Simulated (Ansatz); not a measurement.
# How much does Al in Ru(0001), 2x2 scatter?, part 2 of 3

How strong a scatterer is Al in Ru(0001), 2x2, and does relaxation matter?

Ansatz 0.2.0; Ansatz plane-wave DFT, PBE, PAW files; ballistic transport by layer matching (Landauer), zero bias; PAW set soft_1 (the session's first sound run).

So far, resistivity per at.% scaled from this dense plane, with the factor 3/4 for isotropic scattering (µΩ cm): step 3 (resistance at ideal sites) 5.84.

## (4) Relaxing the neighbours

The neighbours of the defect are let go while the lead's layers stay on their sites, since a lead must repeat to 0.01 Å.

This step: Ansatz plane-wave DFT, PBE, PAW files; relaxation with the lead's layers held; PAW set soft_1 (Ansatz 0.2.0).

Input file input.yaml:

```yaml
crystal:
  lattice:
    - [5.4116, 0.0, 0.0]
    - [-2.7058, 4.6865830751, 0.0]
    - [0.0, 0.0, 34.2552]
  atoms:
    - { symbol: Ru, position: [0.1666666667, 0.3333333333, 0.03125] }
    - { symbol: Ru, position: [0.1666666667, 0.8333333333, 0.03125] }
    - { symbol: Ru, position: [0.6666666667, 0.3333333333, 0.03125] }
    - { symbol: Ru, position: [0.6666666667, 0.8333333333, 0.03125] }
    - { symbol: Ru, position: [0.3333333333, 0.1666666667, 0.09375] }
    - { symbol: Ru, position: [0.3333333333, 0.6666666667, 0.09375] }
    - { symbol: Ru, position: [0.8333333333, 0.1666666667, 0.09375] }
    - { symbol: Ru, position: [0.8333333333, 0.6666666667, 0.09375] }
    - { symbol: Ru, position: [0.1666666667, 0.3333333333, 0.15625] }
    - { symbol: Ru, position: [0.1666666667, 0.8333333333, 0.15625] }
    - { symbol: Ru, position: [0.6666666667, 0.3333333333, 0.15625] }
    - { symbol: Ru, position: [0.6666666667, 0.8333333333, 0.15625] }
    - { symbol: Ru, position: [0.3333333333, 0.1666666667, 0.21875] }
    - { symbol: Ru, position: [0.3333333333, 0.6666666667, 0.21875] }
    - { symbol: Ru, position: [0.8333333333, 0.1666666667, 0.21875] }
    - { symbol: Ru, position: [0.8333333333, 0.6666666667, 0.21875] }
    - { symbol: Ru, position: [0.1666666667, 0.3333333333, 0.28125] }
    - { symbol: Ru, position: [0.1666666667, 0.8333333333, 0.28125] }
    - { symbol: Ru, position: [0.6666666667, 0.3333333333, 0.28125] }
    - { symbol: Ru, position: [0.6666666667, 0.8333333333, 0.28125] }
    - { symbol: Ru, position: [0.3333333333, 0.1666666667, 0.34375] }
    - { symbol: Ru, position: [0.3333333333, 0.6666666667, 0.34375] }
    - { symbol: Ru, position: [0.8333333333, 0.1666666667, 0.34375] }
    - { symbol: Ru, position: [0.8333333333, 0.6666666667, 0.34375] }
    - { symbol: Ru, position: [0.1666666667, 0.3333333333, 0.40625] }
    - { symbol: Ru, position: [0.1666666667, 0.8333333333, 0.40625] }
    - { symbol: Ru, position: [0.6666666667, 0.3333333333, 0.40625] }
    - { symbol: Ru, position: [0.6666666667, 0.8333333333, 0.40625] }
    - { symbol: Ru, position: [0.3333333333, 0.1666666667, 0.46875] }
    - { symbol: Ru, position: [0.3333333333, 0.6666666667, 0.46875] }
    - { symbol: Ru, position: [0.8333333333, 0.1666666667, 0.46875] }
    - { symbol: Ru, position: [0.8333333333, 0.6666666667, 0.46875] }
    - { symbol: Al, position: [0.1666666667, 0.3333333333, 0.53125] }
    - { symbol: Ru, position: [0.1666666667, 0.8333333333, 0.53125] }
    - { symbol: Ru, position: [0.6666666667, 0.3333333333, 0.53125] }
    - { symbol: Ru, position: [0.6666666667, 0.8333333333, 0.53125] }
    - { symbol: Ru, position: [0.3333333333, 0.1666666667, 0.59375] }
    - { symbol: Ru, position: [0.3333333333, 0.6666666667, 0.59375] }
    - { symbol: Ru, position: [0.8333333333, 0.1666666667, 0.59375] }
    - { symbol: Ru, position: [0.8333333333, 0.6666666667, 0.59375] }
    - { symbol: Ru, position: [0.1666666667, 0.3333333333, 0.65625] }
    - { symbol: Ru, position: [0.1666666667, 0.8333333333, 0.65625] }
    - { symbol: Ru, position: [0.6666666667, 0.3333333333, 0.65625] }
    - { symbol: Ru, position: [0.6666666667, 0.8333333333, 0.65625] }
    - { symbol: Ru, position: [0.3333333333, 0.1666666667, 0.71875] }
    - { symbol: Ru, position: [0.3333333333, 0.6666666667, 0.71875] }
    - { symbol: Ru, position: [0.8333333333, 0.1666666667, 0.71875] }
    - { symbol: Ru, position: [0.8333333333, 0.6666666667, 0.71875] }
    - { symbol: Ru, position: [0.1666666667, 0.3333333333, 0.78125] }
    - { symbol: Ru, position: [0.1666666667, 0.8333333333, 0.78125] }
    - { symbol: Ru, position: [0.6666666667, 0.3333333333, 0.78125] }
    - { symbol: Ru, position: [0.6666666667, 0.8333333333, 0.78125] }
    - { symbol: Ru, position: [0.3333333333, 0.1666666667, 0.84375] }
    - { symbol: Ru, position: [0.3333333333, 0.6666666667, 0.84375] }
    - { symbol: Ru, position: [0.8333333333, 0.1666666667, 0.84375] }
    - { symbol: Ru, position: [0.8333333333, 0.6666666667, 0.84375] }
    - { symbol: Ru, position: [0.1666666667, 0.3333333333, 0.90625] }
    - { symbol: Ru, position: [0.1666666667, 0.8333333333, 0.90625] }
    - { symbol: Ru, position: [0.6666666667, 0.3333333333, 0.90625] }
    - { symbol: Ru, position: [0.6666666667, 0.8333333333, 0.90625] }
    - { symbol: Ru, position: [0.3333333333, 0.1666666667, 0.96875] }
    - { symbol: Ru, position: [0.3333333333, 0.6666666667, 0.96875] }
    - { symbol: Ru, position: [0.8333333333, 0.1666666667, 0.96875] }
    - { symbol: Ru, position: [0.8333333333, 0.6666666667, 0.96875] }
kpoints:
  mp_grid: { grid: [5, 5, 1] }
hamiltonian:
  xc: pbe
  pseudopotentials: { kind: paw, azcp: { folder: soft_1 } }
scf:
  occupations: { method: fermi_dirac, width: 0.1 }
relax:
  f_tol: 0.03
  max_steps: 40
  constraints:
    - { sites: [0, 1, 2, 3, 4, 5, 6, 7, 8, 9, 10, 11, 12, 13, 14, 15, 16, 17, 18, 19, 44, 45, 46, 47, 48, 49, 50, 51, 52, 53, 54, 55, 56, 57, 58, 59, 60, 61, 62, 63] }
```

The run is started by

```sh
> ansatz run input.yaml --threads 4 --pin off --max-ram 15360MiB --backend cpu --events-out ev --progress --plain --runs-dir out
```

Numbers of over 12 decimals in the logs are rounded to 6 here.

Log:

```text
Warning: crystal.symmetry: narrowed to the stabiliser of the relax constraints — unitary ops 12 → 6; lowered at sites 20, 21, 22, 23, 44, 45, 46, 47 (the operations that carried what is held of a site onto what its image site leaves free; the constrained walk keeps no symmetry that its constraints do not admit)
[...]
Crystal: 64 atoms, lattice volume = 868.777 Å³
Basis set: ecut = 420 eV, 16909 PW (Γ), exchange–correlation on 80×80×480 points (8 copies of the dense FFT grid, shifted against one another)
Bands: 607, of which v1, the nominal top of the filled ones, is band 506 counted from 1 (505 counted from 0)
Symmetry: 6 space group operations
k-points: 5 of 25 (time reversal used)
[...]
SCF iter   1: F=—  HF=-370964.702317 eV  |F-HF|=—  |Δ(HF+E_count)|=         —  Δρ=1.52e-1  dr2=8.14e3  ethr=3.10e-3  ⟨swp⟩=5.0  Hψ=9711  notcnv=0  defer=9
[...]
SCF iter   9: F=-370898.550785 eV  HF=-370898.550801 eV  |F-HF|=1.56e-5  |Δ(HF+E_count)|=   9.74e-7  Δρ=7.67e-6  dr2=1.58e-5  ethr=2.23e-9  ⟨swp⟩=3.0  Hψ=6825  notcnv=0
SCF 1 converged in 9 iterations: F = -370898.550785 eV  dr2 = 1.58e-5
[...]
relax step   1: F+E_penalty+E_count = -370898.55078518 eV  Δ(F+E_penalty+E_count) = +0.000e0 eV  max|allowed force component| = 5.517e-1 eV/Å  Δτ_max = 0.0000 Å  (9 SCF iters, dr2 threshold 2.25e-5 eV, accepted)
[...]
iter 1 solved again at ethr=3.89e-5 eV; its pass at ethr=3.10e-3 eV (dr2=3.93e-1 eV) is discarded
[...]
SCF iter   6: F=-370898.616048 eV  HF=-370898.616049 eV  |F-HF|=3.36e-7  |Δ(HF+E_count)|=   1.12e-6  Δρ=4.95e-6  dr2=4.40e-7  ethr=1.88e-9  ⟨swp⟩=3.0  Hψ=6699  notcnv=0
SCF 2 converged in 6 iterations: F = -370898.616048 eV  dr2 = 4.40e-7
[...]
relax step   2: F+E_penalty+E_count = -370898.61604845 eV  Δ(F+E_penalty+E_count) = -6.526e-2 eV  max|allowed force component| = 1.587e-1 eV/Å  Δτ_max = 0.0388 Å  (6 SCF iters, dr2 threshold 1.90e-5 eV, accepted)
SCF iter   1: F=—  HF=-370898.620468 eV  |F-HF|=—  |Δ(HF+E_count)|=         —  Δρ=7.52e-4  dr2=2.58e-2  ethr=2.28e-5  ⟨swp⟩=4.2  Hψ=6672  notcnv=0  defer=42
[...]
SCF iter   6: F=-370898.621269 eV  HF=-370898.621269 eV  |F-HF|=2.86e-8  |Δ(HF+E_count)|=   7.18e-8  Δρ=1.18e-6  dr2=3.43e-8  ethr=1.56e-10  ⟨swp⟩=3.0  Hψ=6813  notcnv=0
SCF 3 converged in 6 iterations: F = -370898.621269 eV  dr2 = 3.43e-8
relax step   3: F+E_penalty+E_count = -370898.62126856 eV  Δ(F+E_penalty+E_count) = -5.220e-3 eV  max|allowed force component| = 1.606e-2 eV/Å  Δτ_max = 0.0121 Å  (6 SCF iters, dr2 threshold 1.57e-6 eV, accepted)
[...]
SCF iter   7: F=-370898.621269 eV  HF=-370898.621269 eV  |F-HF|=1.16e-10  |Δ(HF+E_count)|=    0.00e0  Δρ=8.05e-9  dr2=9.11e-13  ethr=1.00e-12  ⟨swp⟩=1.0  Hψ=6044  notcnv=0
SCF 4 converged in 7 iterations: F = -370898.621269 eV  dr2 = 9.11e-13
relax step   4: F+E_penalty+E_count = -370898.62126859 eV  Δ(F+E_penalty+E_count) = -2.753e-8 eV  max|allowed force component| = 1.607e-2 eV/Å  Δτ_max = 0.0000 Å  (7 SCF iters, accepted)
SCF converged after 7 iterations
Free energy (F): -370898.621269 eV
[...]
Internal energy: -370896.566574 eV  (E = F + TS)
E sigma→0 (E₀):  -370897.593921 eV
Entropy (-TS):   -2.054695 eV (-32.105 meV/atom)
Fermi energy:    23.130278 eV
[...]
--- Forces (eV/Å), atoms counted from 1 ---
  atom   1  Ru     0.00000000     0.00000000     0.00256357
  atom   2  Ru     0.00514826     0.00297235    -0.00037871
  atom   3  Ru     0.00000000    -0.00594470    -0.00037871
  atom   4  Ru    -0.00514826     0.00297235    -0.00037871
  atom   5  Ru     0.00181785    -0.00104954    -0.00753763
  atom   6  Ru     0.00000000     0.00209908    -0.00753763
  atom   7  Ru    -0.00181785    -0.00104954    -0.00753763
  atom   8  Ru     0.00000000    -0.00000000     0.03096014
  atom   9  Ru     0.00000000     0.00000000     0.07645354
  atom  10  Ru    -0.00039179    -0.00022620    -0.01341660
  atom  11  Ru     0.00000000     0.00045240    -0.01341660
  atom  12  Ru     0.00039179    -0.00022620    -0.01341660
  atom  13  Ru     0.00786433    -0.00454047    -0.05634789
  atom  14  Ru    -0.00000000     0.00908095    -0.05634789
  atom  15  Ru    -0.00786433    -0.00454047    -0.05634789
  atom  16  Ru     0.00000000    -0.00000000     0.07410064
  atom  17  Ru     0.00000000     0.00000000     0.14687698
  atom  18  Ru    -0.02859290    -0.01650812    -0.09241993
  atom  19  Ru    -0.00000000     0.03301624    -0.09241993
  atom  20  Ru     0.02859290    -0.01650812    -0.09241993
  atom  21  Ru    -0.00114501     0.00066107    -0.00306319
  atom  22  Ru     0.00000000    -0.00132215    -0.00306319
  atom  23  Ru     0.00114501     0.00066107    -0.00306319
  atom  24  Ru     0.00000000    -0.00000000    -0.00300156
  atom  25  Ru     0.00000000     0.00000000    -0.00402033
  atom  26  Ru    -0.00207041    -0.00119535    -0.01041471
  atom  27  Ru    -0.00000000     0.00239070    -0.01041471
  atom  28  Ru     0.00207041    -0.00119535    -0.01041471
  atom  29  Ru     0.01241907    -0.00717015    -0.00056760
  atom  30  Ru     0.00000000     0.01434030    -0.00056760
  atom  31  Ru    -0.01241907    -0.00717015    -0.00056760
  atom  32  Ru     0.00000000    -0.00000000    -0.00225029
  atom  33  Al    -0.00000000     0.00000000     0.00192730
  atom  34  Ru     0.01314782     0.00759090    -0.00071305
  atom  35  Ru     0.00000000    -0.01518180    -0.00071305
  atom  36  Ru    -0.01314782     0.00759090    -0.00071305
  atom  37  Ru     0.01391799    -0.00803555    -0.00159995
  atom  38  Ru    -0.00000000     0.01607111    -0.00159995
  atom  39  Ru    -0.01391799    -0.00803555    -0.00159995
  atom  40  Ru     0.00000000    -0.00000000     0.00501176
[...]
atom  53  Ru     0.00895220    -0.00516855     0.04686290
  atom  54  Ru     0.00000000     0.01033711     0.04686290
  atom  55  Ru    -0.00895220    -0.00516855     0.04686290
  atom  56  Ru    -0.00000000    -0.00000000    -0.06359868
  atom  57  Ru    -0.00000000     0.00000000    -0.06595667
  atom  58  Ru    -0.00041325    -0.00023859     0.00796622
  atom  59  Ru     0.00000000     0.00047718     0.00796622
  atom  60  Ru     0.00041325    -0.00023859     0.00796622
  atom  61  Ru     0.00159967    -0.00092357     0.00480007
  atom  62  Ru     0.00000000     0.00184713     0.00480007
  atom  63  Ru    -0.00159967    -0.00092357     0.00480007
  atom  64  Ru     0.00000000    -0.00000000    -0.02185850
  max |Σ_I F_I| component: 4.38e-7 eV/Å
--- Relaxed structure (4 steps of the walk, 4 accepted, 0 SCFs on fresh bases) ---
  F+E_penalty+E_count = -370898.62126859 eV   max|allowed force component| = 1.607e-2 eV/Å
  atoms:
    - { symbol: Ru, position: [0.166667, 0.333333, 0.03125] }
    - { symbol: Ru, position: [0.166667, 0.833333, 0.03125] }
    - { symbol: Ru, position: [0.666667, 0.333333, 0.03125] }
    - { symbol: Ru, position: [0.666667, 0.833333, 0.03125] }
    - { symbol: Ru, position: [0.333333, 0.166667, 0.093750] }
    - { symbol: Ru, position: [0.333333, 0.666667, 0.093750] }
    - { symbol: Ru, position: [0.833333, 0.166667, 0.093750] }
    - { symbol: Ru, position: [0.833333, 0.666667, 0.093750] }
    - { symbol: Ru, position: [0.166667, 0.333333, 0.15625] }
    - { symbol: Ru, position: [0.166667, 0.833333, 0.15625] }
    - { symbol: Ru, position: [0.666667, 0.333333, 0.15625] }
    - { symbol: Ru, position: [0.666667, 0.833333, 0.15625] }
    - { symbol: Ru, position: [0.333333, 0.166667, 0.218750] }
    - { symbol: Ru, position: [0.333333, 0.666667, 0.218750] }
    - { symbol: Ru, position: [0.833333, 0.166667, 0.218750] }
    - { symbol: Ru, position: [0.833333, 0.666667, 0.218750] }
    - { symbol: Ru, position: [0.166667, 0.333333, 0.28125] }
    - { symbol: Ru, position: [0.166667, 0.833333, 0.28125] }
    - { symbol: Ru, position: [0.666667, 0.333333, 0.28125] }
    - { symbol: Ru, position: [0.666667, 0.833333, 0.28125] }
    - { symbol: Ru, position: [0.333005, 0.166995, 0.343502] }
    - { symbol: Ru, position: [0.333005, 0.666011, 0.343502] }
    - { symbol: Ru, position: [0.833989, 0.166995, 0.343502] }
    - { symbol: Ru, position: [0.833333, 0.666667, 0.344124] }
    - { symbol: Ru, position: [0.166667, 0.333333, 0.406536] }
    - { symbol: Ru, position: [0.165210, 0.832605, 0.405849] }
    - { symbol: Ru, position: [0.667395, 0.334790, 0.405849] }
    - { symbol: Ru, position: [0.667395, 0.832605, 0.405849] }
    - { symbol: Ru, position: [0.333513, 0.166487, 0.467824] }
    - { symbol: Ru, position: [0.333513, 0.667026, 0.467824] }
    - { symbol: Ru, position: [0.832974, 0.166487, 0.467824] }
    - { symbol: Ru, position: [0.833333, 0.666667, 0.469239] }
    - { symbol: Al, position: [0.166667, 0.333333, 0.531227] }
    - { symbol: Ru, position: [0.162710, 0.831355, 0.531214] }
    - { symbol: Ru, position: [0.668645, 0.337290, 0.531214] }
    - { symbol: Ru, position: [0.668645, 0.831355, 0.531214] }
    - { symbol: Ru, position: [0.333549, 0.166451, 0.594625] }
    - { symbol: Ru, position: [0.333549, 0.667098, 0.594625] }
    - { symbol: Ru, position: [0.832902, 0.166451, 0.594625] }
    - { symbol: Ru, position: [0.833333, 0.666667, 0.593205] }
    - { symbol: Ru, position: [0.166667, 0.333333, 0.655889] }
[...]
- { symbol: Ru, position: [0.333333, 0.166667, 0.84375] }
    - { symbol: Ru, position: [0.333333, 0.666667, 0.84375] }
    - { symbol: Ru, position: [0.833333, 0.166667, 0.84375] }
    - { symbol: Ru, position: [0.833333, 0.666667, 0.84375] }
    - { symbol: Ru, position: [0.166667, 0.333333, 0.906250] }
    - { symbol: Ru, position: [0.166667, 0.833333, 0.906250] }
    - { symbol: Ru, position: [0.666667, 0.333333, 0.906250] }
    - { symbol: Ru, position: [0.666667, 0.833333, 0.906250] }
    - { symbol: Ru, position: [0.333333, 0.166667, 0.96875] }
    - { symbol: Ru, position: [0.333333, 0.666667, 0.96875] }
    - { symbol: Ru, position: [0.833333, 0.166667, 0.96875] }
    - { symbol: Ru, position: [0.833333, 0.666667, 0.96875] }
```

Elapsed: 5.3 min, on 4 threads of Intel Xeon Platinum 8259CL at 2.50GHz (Skylake/Cascade Lake), shared host; peak memory 8.3 GiB; 21 min of CPU time.

Relaxation path:

```
step  energy less that of the first step (eV)  largest force component (eV/Å)
   1                                   0.0000                          0.5517
   2                                  -0.0653                          0.1587
   3                                  -0.0705                          0.0161
   4                                  -0.0705                          0.0161
```

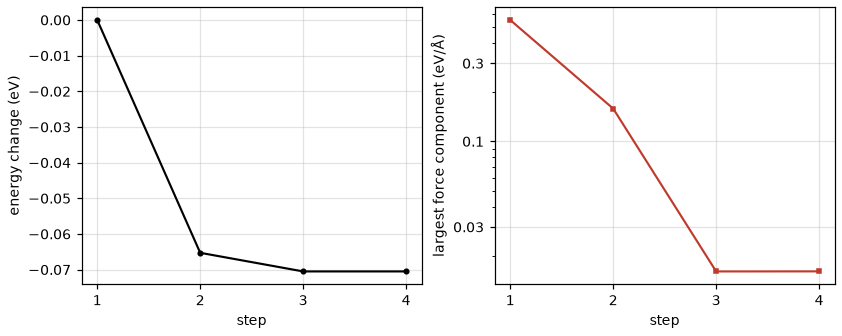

Energy and largest force along the relaxation.

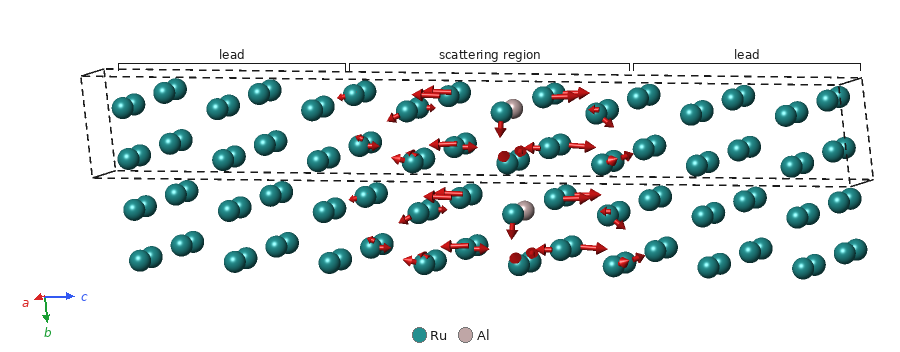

Displacements in the relaxation, exaggerated; the longest in the cell stands for 0.03 Å. 1×2×1 cells are drawn.

The atoms that moved most (Å):

```
atom      dx      dy      dz  length
Ru30   0.000   0.002  -0.032   0.032
Ru29   0.001  -0.001  -0.032   0.032
Ru31  -0.001  -0.001  -0.032   0.032
Ru38   0.000   0.002   0.030   0.030
Ru37   0.002  -0.001   0.030   0.030
Ru39  -0.002  -0.001   0.030   0.030
Ru40   0.000   0.000  -0.019   0.019
Ru36   0.016  -0.009  -0.001   0.019
```

Numbers from this step:

- free energy: -370898.6213 eV
- energy at zero smearing: -370897.5939 eV

The largest force component on a free atom ends at 0.016 eV/Å, under the tolerance of 0.03, after 4 steps.

(Part 2 of 3 ends here.)

[Logs are printed without paths, hosts, clocks, repeated set-up lines and the standing remarks that a program may print on its own settings, such as how far it seeks lower states.]

[Hosts, paths, dates, database ids (printed as entryN), source tags and the programs' standing remarks are cut or masked in the printed files.]
